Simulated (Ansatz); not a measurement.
**Run report: Pb, geometry relaxation (part 2 of 3)**

Pb (I4/mmm, 1 atom in the cell); DFT PBEsol, scalar-relativistic, plane waves, PAW, no spin polarisation (Ansatz 0.2.0); cutoff 420 eV, 10×10×10 k-mesh, Gaussian smearing of 0.1 eV. The structure was made by swapping elements on the sites of another compound; it need not be a known phase. It belongs to a series of runs on one base structure; here: Cu -> Pb on all its sites, cell and atoms relaxed.

Geometry of the input (Å; fractional positions):
```
-1.5473  1.5473  1.4562
1.5473  -1.5473  1.4562
1.5473  1.5473  -1.4562
Pb 0.0000  0.0000  0.0000
```

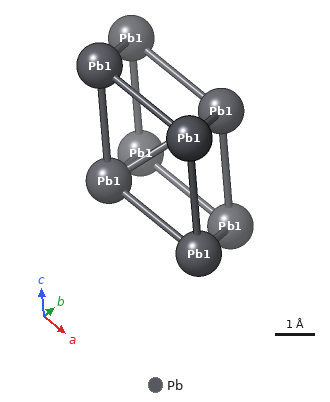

*The geometry at step 12 of the log (ball-and-stick view of the cell of the calculation, seen slightly off an axis; atoms are numbered from 1 in the order of the input).*

### Log, continued
```
SCF iter   1: F=—  HF=-11754.801585 eV  |F-HF|=—  |Δ(HF+E_count)|=         —  Δρ=7.18e-3  dr2=5.08e-3  ethr=3.89e-5  ⟨swp⟩=1.2  Hψ=9459  notcnv=0
preconditioner: auto → none  [insulator: Δε(μ)=0.119 eV  Ē_g=20.917 eV  σ=0.100 eV  W_gap=0.60  n_scr=12 (ndim 8)  ℏωp=27.3 eV  f_vac=0.000  D(μ)=0.41/eV (n_scr^D=0)  ε∞_Penn≈2.7]
SCF iter   2: F=—  HF=-11754.799876 eV  |F-HF|=—  |Δ(HF+E_count)|=   1.71e-3  Δρ=2.44e-3  dr2=3.98e-4  ethr=3.63e-5  ⟨swp⟩=2.4  Hψ=1820  notcnv=0
SCF iter   3: F=—  HF=-11754.799913 eV  |F-HF|=—  |Δ(HF+E_count)|=   3.71e-5  Δρ=7.58e-4  dr2=3.50e-5  ethr=2.84e-6  ⟨swp⟩=1.4  Hψ=1208  notcnv=0
SCF iter   4: F=—  HF=-11754.799927 eV  |F-HF|=—  |Δ(HF+E_count)|=   1.46e-5  Δρ=4.53e-5  dr2=2.25e-7  ethr=2.50e-7  ⟨swp⟩=2.0  Hψ=1320  notcnv=0
SCF iter   5: F=—  HF=-11754.799927 eV  |F-HF|=—  |Δ(HF+E_count)|=   2.98e-7  Δρ=1.46e-6  dr2=3.65e-10  ethr=7.14e-12  ⟨swp⟩=5.4  Hψ=6782  notcnv=0
SCF iter   6: F=-11754.799927 eV  HF=-11754.799927 eV  |F-HF|=5.46e-12  |Δ(HF+E_count)|=  4.73e-11  Δρ=1.39e-7  dr2=1.74e-12  ethr=2.61e-12  ⟨swp⟩=2.4  Hψ=3954  notcnv=0
SCF 8 converged in 6 iterations: F = -11754.799927 eV  dr2 = 1.74e-12
relax step   8: F+E_penalty+E_count = -11754.79992707 eV  Δ(F+E_penalty+E_count) = -1.536e-1 eV  max|allowed force component| = 0.000e0 eV/Å  Δτ_max = 0.0000 Å  P = +9.517 GPa  Ω = 25.915 Å³  stress off target by 9.61e0 GPa  SCF on the basis re-selected at this cell (its energy is not comparable with the rows above)  (6 SCF iters)
basis re-selected at this cell: Δ(F+E_penalty+E_count) = -1.536e-1 eV, ΔP = +9.403 GPa vs the last step (what re-selecting the basis moved, of the pressure what is left beyond the Pulay correction that the steps carried, after the strain that the cell walked since its last selection, with what the two solves' SCF thresholds leave and, on support functions, any second-order correction that the steps lacked; it is no measure of the basis error at this ecutwfc). The dense FFT grid was sized anew with the basis: this SCF ran on 24×24×24 points, the steps before it on 18×18×18, so part of this shift can come from that change (see relax.cell in the input reference). This SCF's stress stands 9.61e0 GPa from its target on what of the cell is left free (relax.cell.stress_tol is 5.00e-1 GPa) and its largest allowed force component is 0.00e0 eV/Å (relax.f_tol is 5.00e-2 eV/Å): not within both, so this SCF does not close the relaxation
Crystal: 1 atoms, lattice volume = 27.482 Å³
Basis set: ecut = 420 eV, 555 PW (Γ), exchange–correlation on 48×48×48 points (8 copies of the dense FFT grid, shifted against one another)
iter 1 solved again at ethr=1.89e-6 eV; its pass at ethr=3.10e-3 eV (dr2=2.65e-4 eV) is discarded
SCF iter   1: F=—  HF=-11754.868995 eV  |F-HF|=—  |Δ(HF+E_count)|=         —  Δρ=1.11e-3  dr2=3.52e-4  ethr=1.89e-6  ⟨swp⟩=2.5  Hψ=11220  notcnv=0
preconditioner: auto → Kerker (q_TF=auto, 2.438 Å⁻¹)  [metal: Δε(μ)=0.066 eV  Ē_g=20.563 eV  σ=0.100 eV  W_gap=0.35  n_scr=12 (ndim 8)  ℏωp=26.5 eV  f_vac=0.000  D(μ)=0.59/eV (n_scr^D=0)]
SCF iter   2: F=—  HF=-11754.868931 eV  |F-HF|=—  |Δ(HF+E_count)|=   6.43e-5  Δρ=6.48e-4  dr2=1.04e-4  ethr=1.89e-6  ⟨swp⟩=2.0  Hψ=1820  notcnv=0
SCF iter   3: F=—  HF=-11754.868924 eV  |F-HF|=—  |Δ(HF+E_count)|=   6.91e-6  Δρ=1.66e-4  dr2=4.26e-6  ethr=7.41e-7  ⟨swp⟩=2.1  Hψ=1713  notcnv=0
SCF iter   4: F=—  HF=-11754.868926 eV  |F-HF|=—  |Δ(HF+E_count)|=   1.83e-6  Δρ=1.62e-5  dr2=4.07e-8  ethr=7.14e-10  ⟨swp⟩=5.2  Hψ=6635  notcnv=0
SCF iter   5: F=-11754.868926 eV  HF=-11754.868926 eV  |F-HF|=9.15e-10  |Δ(HF+E_count)|=   5.16e-8  Δρ=3.97e-6  dr2=3.43e-9  ethr=2.91e-10  ⟨swp⟩=2.3  Hψ=3594  notcnv=0
SCF 9 converged in 5 iterations: F = -11754.868926 eV  dr2 = 3.43e-9
relax step   9: F+E_penalty+E_count = -11754.86892592 eV  Δ(F+E_penalty+E_count) = -6.900e-2 eV  max|allowed force component| = 0.000e0 eV/Å  Δτ_max = 0.0000 Å  P = +4.873 GPa  Ω = 27.482 Å³  energy of the carried Pulay correction = -2.115e-4 eV  (5 SCF iters, dr2 threshold 1.00e-7 eV, accepted)
Crystal: 1 atoms, lattice volume = 29.575 Å³
Basis set: ecut = 420 eV, 579 PW (Γ), exchange–correlation on 48×48×48 points (8 copies of the dense FFT grid, shifted against one another)
iter 1 solved again at ethr=2.72e-6 eV; its pass at ethr=3.10e-3 eV (dr2=3.80e-4 eV) is discarded
SCF iter   1: F=—  HF=-11754.902732 eV  |F-HF|=—  |Δ(HF+E_count)|=         —  Δρ=1.29e-3  dr2=5.15e-4  ethr=2.72e-6  ⟨swp⟩=2.1  Hψ=11161  notcnv=0
preconditioner: auto → Kerker (q_TF=auto, 2.409 Å⁻¹)  [metal: Δε(μ)=0.053 eV  Ē_g=20.174 eV  σ=0.100 eV  W_gap=0.29  n_scr=12 (ndim 8)  ℏωp=25.5 eV  f_vac=0.000  D(μ)=0.89/eV (n_scr^D=12)]
SCF iter   2: F=—  HF=-11754.902640 eV  |F-HF|=—  |Δ(HF+E_count)|=   9.20e-5  Δρ=7.64e-4  dr2=1.57e-4  ethr=2.72e-6  ⟨swp⟩=2.0  Hψ=1827  notcnv=0
SCF iter   3: F=—  HF=-11754.902632 eV  |F-HF|=—  |Δ(HF+E_count)|=   7.50e-6  Δρ=1.94e-4  dr2=7.47e-6  ethr=1.12e-6  ⟨swp⟩=2.4  Hψ=1734  notcnv=0
SCF iter   4: F=—  HF=-11754.902632 eV  |F-HF|=—  |Δ(HF+E_count)|=   2.77e-7  Δρ=2.32e-5  dr2=1.27e-7  ethr=5.34e-8  ⟨swp⟩=1.4  Hψ=1278  notcnv=0
SCF iter   5: F=-11754.902632 eV  HF=-11754.902632 eV  |F-HF|=7.49e-10  |Δ(HF+E_count)|=   9.03e-8  Δρ=4.86e-6  dr2=6.98e-9  ethr=7.14e-10  ⟨swp⟩=5.9  Hψ=5780  notcnv=0
SCF 10 converged in 5 iterations: F = -11754.902632 eV  dr2 = 6.98e-9
relax step  10: F+E_penalty+E_count = -11754.90263224 eV  Δ(F+E_penalty+E_count) = -3.371e-2 eV  max|allowed force component| = 0.000e0 eV/Å  Δτ_max = 0.0000 Å  P = +0.610 GPa  Ω = 29.575 Å³  energy of the carried Pulay correction = -4.647e-4 eV  (5 SCF iters, dr2 threshold 1.00e-7 eV, accepted)
Crystal: 1 atoms, lattice volume = 29.921 Å³
Basis set: ecut = 420 eV, 595 PW (Γ), exchange–correlation on 48×48×48 points (8 copies of the dense FFT grid, shifted against one another)
iter 1 solved again at ethr=9.28e-8 eV; its pass at ethr=3.10e-3 eV (dr2=1.30e-5 eV) is discarded
SCF iter   1: F=—  HF=-11754.903799 eV  |F-HF|=—  |Δ(HF+E_count)|=         —  Δρ=2.46e-4  dr2=2.04e-5  ethr=9.28e-8  ⟨swp⟩=3.0  Hψ=10856  notcnv=0
preconditioner: auto → none  [insulator: Δε(μ)=0.131 eV  Ē_g=20.087 eV  σ=0.100 eV  W_gap=0.51  n_scr=12 (ndim 8)  ℏωp=25.4 eV  f_vac=0.000  D(μ)=0.93/eV (n_scr^D=12)  ε∞_Penn≈2.6]
SCF iter   2: F=—  HF=-11754.903794 eV  |F-HF|=—  |Δ(HF+E_count)|=   4.73e-6  Δρ=1.21e-4  dr2=2.50e-6  ethr=9.28e-8  ⟨swp⟩=2.0  Hψ=1802  notcnv=0
SCF iter   3: F=—  HF=-11754.903795 eV  |F-HF|=—  |Δ(HF+E_count)|=   5.03e-7  Δρ=3.27e-5  dr2=1.61e-7  ethr=1.78e-8  ⟨swp⟩=1.0  Hψ=1122  notcnv=0
SCF iter   4: F=-11754.903795 eV  HF=-11754.903795 eV  |F-HF|=1.51e-10  |Δ(HF+E_count)|=   8.15e-8  Δρ=3.45e-6  dr2=2.28e-9  ethr=7.14e-10  ⟨swp⟩=5.5  Hψ=5659  notcnv=0
SCF 11 converged in 4 iterations: F = -11754.903795 eV  dr2 = 2.28e-9
relax step  11: F+E_penalty+E_count = -11754.90379503 eV  Δ(F+E_penalty+E_count) = -1.163e-3 eV  max|allowed force component| = 0.000e0 eV/Å  Δτ_max = 0.0000 Å  P = +0.099 GPa  Ω = 29.921 Å³  energy of the carried Pulay correction = -5.037e-4 eV  (4 SCF iters, dr2 threshold 1.00e-7 eV, accepted)
Crystal: 1 atoms, lattice volume = 30.201 Å³
iter 1 solved again at ethr=1.63e-7 eV; its pass at ethr=3.10e-3 eV (dr2=2.28e-5 eV) is discarded
SCF iter   1: F=—  HF=-11754.904870 eV  |F-HF|=—  |Δ(HF+E_count)|=         —  Δρ=2.68e-4  dr2=2.34e-5  ethr=1.63e-7  ⟨swp⟩=2.9  Hψ=10813  notcnv=0
preconditioner: auto → Kerker (q_TF=auto, 2.400 Å⁻¹)  [metal: Δε(μ)=0.019 eV  Ē_g=20.040 eV  σ=0.100 eV  W_gap=0.11  n_scr=12 (ndim 8)  ℏωp=25.3 eV  f_vac=0.000  D(μ)=0.93/eV (n_scr^D=12)]
SCF iter   2: F=—  HF=-11754.904868 eV  |F-HF|=—  |Δ(HF+E_count)|=   1.19e-6  Δρ=1.78e-4  dr2=9.83e-6  ethr=1.63e-7  ⟨swp⟩=1.0  Hψ=1128  notcnv=0
SCF iter   3: F=—  HF=-11754.904868 eV  |F-HF|=—  |Δ(HF+E_count)|=   9.96e-8  Δρ=3.35e-5  dr2=4.42e-7  ethr=7.02e-8  ⟨swp⟩=2.0  Hψ=1720  notcnv=0
SCF iter   4: F=—  HF=-11754.904867 eV  |F-HF|=—  |Δ(HF+E_count)|=   1.64e-6  Δρ=1.08e-5  dr2=3.19e-8  ethr=3.16e-9  ⟨swp⟩=1.0  Hψ=1136  notcnv=0
SCF iter   5: F=—  HF=-11754.904867 eV  |F-HF|=—  |Δ(HF+E_count)|=   2.82e-9  Δρ=1.79e-6  dr2=1.01e-9  ethr=2.28e-10  ⟨swp⟩=2.6  Hψ=1649  notcnv=0
SCF iter   6: F=-11754.904867 eV  HF=-11754.904867 eV  |F-HF|=7.28e-12  |Δ(HF+E_count)|=  1.96e-10  Δρ=5.48e-7  dr2=8.59e-11  ethr=7.14e-12  ⟨swp⟩=5.0  Hψ=4806  notcnv=0
SCF 12 converged in 6 iterations: F = -11754.904867 eV  dr2 = 8.59e-11
relax step  12: F+E_penalty+E_count = -11754.90486672 eV  Δ(F+E_penalty+E_count) = -1.072e-3 eV  max|allowed force component| = 0.000e0 eV/Å  Δτ_max = 0.0000 Å  P = -0.244 GPa  Ω = 30.201 Å³  energy of the carried Pulay correction = -5.347e-4 eV  (6 SCF iters, accepted)
Crystal: 1 atoms, lattice volume = 30.214 Å³
iter 1 solved again at ethr=1.80e-7 eV; its pass at ethr=3.10e-3 eV (dr2=2.52e-5 eV) is discarded
SCF iter   1: F=—  HF=-11754.905403 eV  |F-HF|=—  |Δ(HF+E_count)|=         —  Δρ=6.46e-5  dr2=1.09e-6  ethr=1.80e-7  ⟨swp⟩=3.4  Hψ=10576  notcnv=0
preconditioner: auto → Kerker (q_TF=auto, 2.400 Å⁻¹)  [metal: Δε(μ)=0.031 eV  Ē_g=20.032 eV  σ=0.100 eV  W_gap=0.17  n_scr=12 (ndim 8)  ℏωp=25.3 eV  f_vac=0.000  D(μ)=0.94/eV (n_scr^D=12)]
SCF iter   2: F=—  HF=-11754.905403 eV  |F-HF|=—  |Δ(HF+E_count)|=   3.05e-7  Δρ=4.39e-5  dr2=5.12e-7  ethr=7.78e-9  ⟨swp⟩=1.0  Hψ=1122  notcnv=0
SCF iter   3: F=-11754.905403 eV  HF=-11754.905403 eV  |F-HF|=1.02e-9  |Δ(HF+E_count)|=   2.14e-8  Δρ=6.01e-6  dr2=1.31e-8  ethr=7.14e-10  ⟨swp⟩=4.7  Hψ=5584  notcnv=0
SCF 13 converged in 3 iterations: F = -11754.905403 eV  dr2 = 1.31e-8
relax step  13: F+E_penalty+E_count = -11754.90540300 eV  Δ(F+E_penalty+E_count) = -5.363e-4 eV  max|allowed force component| = 0.000e0 eV/Å  Δτ_max = 0.0000 Å  P = -0.234 GPa  Ω = 30.214 Å³  energy of the carried Pulay correction = -5.362e-4 eV  (3 SCF iters, dr2 threshold 1.00e-7 eV, accepted)
Crystal: 1 atoms, lattice volume = 30.865 Å³
Basis set: ecut = 420 eV, 603 PW (Γ), exchange–correlation on 48×48×48 points (8 copies of the dense FFT grid, shifted against one another)
iter 1 solved again at ethr=7.63e-7 eV; its pass at ethr=3.10e-3 eV (dr2=1.07e-4 eV) is discarded
SCF iter   1: F=—  HF=-11754.908207 eV  |F-HF|=—  |Δ(HF+E_count)|=         —  Δρ=5.66e-4  dr2=1.11e-4  ethr=7.63e-7  ⟨swp⟩=2.7  Hψ=11197  notcnv=0
preconditioner: auto → Kerker (q_TF=auto, 2.391 Å⁻¹)  [metal: Δε(μ)=0.024 eV  Ē_g=19.921 eV  σ=0.100 eV  W_gap=0.14  n_scr=12 (ndim 8)  ℏωp=25.0 eV  f_vac=0.000  D(μ)=0.86/eV (n_scr^D=4)]
SCF iter   2: F=—  HF=-11754.908204 eV  |F-HF|=—  |Δ(HF+E_count)|=   3.01e-6  Δρ=3.74e-4  dr2=4.98e-5  ethr=7.63e-7  ⟨swp⟩=1.0  Hψ=1126  notcnv=0
SCF iter   3: F=—  HF=-11754.908202 eV  |F-HF|=—  |Δ(HF+E_count)|=   1.86e-6  Δρ=5.74e-5  dr2=1.56e-6  ethr=3.55e-7  ⟨swp⟩=1.2  Hψ=1161  notcnv=0
SCF iter   4: F=—  HF=-11754.908202 eV  |F-HF|=—  |Δ(HF+E_count)|=   2.43e-7  Δρ=2.29e-5  dr2=1.37e-7  ethr=1.11e-8  ⟨swp⟩=1.5  Hψ=1221  notcnv=0
SCF iter   5: F=-11754.908202 eV  HF=-11754.908202 eV  |F-HF|=1.87e-9  |Δ(HF+E_count)|=   3.42e-8  Δρ=3.34e-6  dr2=2.29e-9  ethr=7.14e-10  ⟨swp⟩=5.6  Hψ=5254  notcnv=0
SCF 14 converged in 5 iterations: F = -11754.908202 eV  dr2 = 2.29e-9
relax step  14: F+E_penalty+E_count = -11754.90820154 eV  Δ(F+E_penalty+E_count) = -2.799e-3 eV  max|allowed force component| = 0.000e0 eV/Å  Δτ_max = 0.0000 Å  P = -1.137 GPa  Ω = 30.865 Å³  energy of the carried Pulay correction = -6.066e-4 eV  (5 SCF iters, dr2 threshold 1.00e-7 eV, accepted)
Crystal: 1 atoms, lattice volume = 30.775 Å³
Basis set: ecut = 420 eV, 601 PW (Γ), exchange–correlation on 48×48×48 points (8 copies of the dense FFT grid, shifted against one another)
iter 1 solved again at ethr=1.62e-7 eV; its pass at ethr=3.10e-3 eV (dr2=2.27e-5 eV) is discarded
SCF iter   1: F=—  HF=-11754.910375 eV  |F-HF|=—  |Δ(HF+E_count)|=         —  Δρ=2.36e-4  dr2=1.91e-5  ethr=1.62e-7  ⟨swp⟩=3.0  Hψ=10772  notcnv=0
preconditioner: auto → Kerker (q_TF=auto, 2.393 Å⁻¹)  [metal: Δε(μ)=0.023 eV  Ē_g=19.923 eV  σ=0.100 eV  W_gap=0.13  n_scr=12 (ndim 8)  ℏωp=25.0 eV  f_vac=0.000  D(μ)=0.79/eV (n_scr^D=4)]
SCF iter   2: F=—  HF=-11754.910374 eV  |F-HF|=—  |Δ(HF+E_count)|=   8.10e-7  Δρ=1.63e-4  dr2=9.40e-6  ethr=1.37e-7  ⟨swp⟩=1.0  Hψ=1122  notcnv=0
SCF iter   3: F=—  HF=-11754.910374 eV  |F-HF|=—  |Δ(HF+E_count)|=   4.20e-7  Δρ=2.82e-5  dr2=3.92e-7  ethr=6.71e-8  ⟨swp⟩=1.0  Hψ=1122  notcnv=0
SCF iter   4: F=-11754.910374 eV  HF=-11754.910374 eV  |F-HF|=1.41e-9  |Δ(HF+E_count)|=   1.66e-8  Δρ=1.08e-5  dr2=2.85e-8  ethr=7.14e-10  ⟨swp⟩=5.9  Hψ=5632  notcnv=0
SCF 15 converged in 4 iterations: F = -11754.910374 eV  dr2 = 2.85e-8
relax step  15: F+E_penalty+E_count = -11754.91037448 eV  Δ(F+E_penalty+E_count) = -2.173e-3 eV  max|allowed force component| = 0.000e0 eV/Å  Δτ_max = 0.0000 Å  P = -1.036 GPa  Ω = 30.775 Å³  energy of the carried Pulay correction = -5.971e-4 eV  (4 SCF iters, dr2 threshold 1.00e-7 eV, accepted)
Crystal: 1 atoms, lattice volume = 30.075 Å³
Basis set: ecut = 420 eV, 569 PW (Γ), exchange–correlation on 48×48×48 points (8 copies of the dense FFT grid, shifted against one another)
iter 1 solved again at ethr=9.52e-7 eV; its pass at ethr=3.10e-3 eV (dr2=1.33e-4 eV) is discarded
SCF iter   1: F=—  HF=-11754.909441 eV  |F-HF|=—  |Δ(HF+E_count)|=         —  Δρ=6.56e-4  dr2=1.55e-4  ethr=9.52e-7  ⟨swp⟩=2.6  Hψ=11034  notcnv=0
preconditioner: auto → none  [insulator: Δε(μ)=0.130 eV  Ē_g=20.022 eV  σ=0.100 eV  W_gap=0.64  n_scr=12 (ndim 8)  ℏωp=25.3 eV  f_vac=0.000  D(μ)=0.43/eV (n_scr^D=0)  ε∞_Penn≈2.6]
SCF iter   2: F=—  HF=-11754.909412 eV  |F-HF|=—  |Δ(HF+E_count)|=   2.89e-5  Δρ=2.80e-4  dr2=2.23e-5  ethr=9.52e-7  ⟨swp⟩=2.2  Hψ=1846  notcnv=0
SCF iter   3: F=—  HF=-11754.909413 eV  |F-HF|=—  |Δ(HF+E_count)|=   8.08e-7  Δρ=5.68e-5  dr2=6.46e-7  ethr=1.59e-7  ⟨swp⟩=1.1  Hψ=1157  notcnv=0
SCF iter   4: F=-11754.909414 eV  HF=-11754.909414 eV  |F-HF|=4.66e-9  |Δ(HF+E_count)|=   2.67e-7  Δρ=1.34e-5  dr2=3.01e-8  ethr=7.14e-10  ⟨swp⟩=6.8  Hψ=6117  notcnv=0
SCF 16 converged in 4 iterations: F = -11754.909414 eV  dr2 = 3.01e-8
relax step  16: F+E_penalty+E_count = -11754.90941357 eV  Δ(F+E_penalty+E_count) = +9.609e-4 eV  max|allowed force component| = 0.000e0 eV/Å  Δτ_max = 0.0000 Å  P = +0.186 GPa  Ω = 30.075 Å³  energy of the carried Pulay correction = -5.213e-4 eV  (4 SCF iters, dr2 threshold 1.00e-7 eV, rejected (line search))
Crystal: 1 atoms, lattice volume = 29.946 Å³
iter 1 solved again at ethr=4.48e-7 eV; its pass at ethr=3.10e-3 eV (dr2=6.28e-5 eV) is discarded
```
